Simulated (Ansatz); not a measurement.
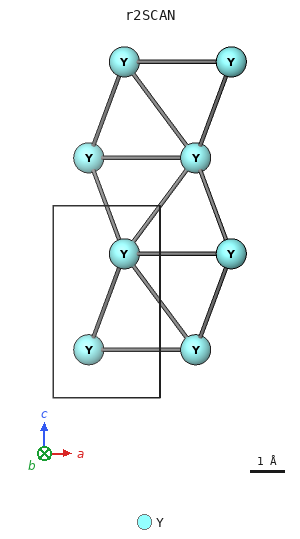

Solid Y (set up in P6_3/mmc), relaxed (cell and atoms) with several functionals. The picture shows the result with r2SCAN. A ball-and-stick model of the cell of the calculation, repeated 2 × 1 × 2 with one cell outlined, seen along the b axis.

Computed with Ansatz 0.2.0: Ansatz PAW. (plane-wave cutoff 420 eV; k-point mesh 8 × 8 × 5; occupations fermi-dirac; smearing width 0.05 eV; no spin polarisation; cell and atoms relaxed; force threshold 0.01 eV/Å)

```json
{"functional": "LDA", "volume (Å³/atom)": "?", "a (Å)": "?", "c (Å)": "?"}
{"functional": "r2SCAN", "volume (Å³/atom)": "33.567", "a (Å)": "3.681", "c (Å)": "5.723"}
{"functional": "PBE", "volume (Å³/atom)": "32.918", "a (Å)": "3.653", "c (Å)": "5.696"}
{"functional": "PBEsol", "volume (Å³/atom)": "31.332", "a (Å)": "3.592", "c (Å)": "5.609"}
```

> One row is withheld. What does the calculation give there?

With LDA the volume is the smallest of the series, below PBEsol (31.332). The calculation gives 29.888 Å³/atom (a = 3.530 Å, c = 5.539 Å). In order of volume: LDA < PBEsol < PBE < r2SCAN; the spread is 12.3 %.

Each member starts from this one structure; whether another phase lies lower wasn't checked.
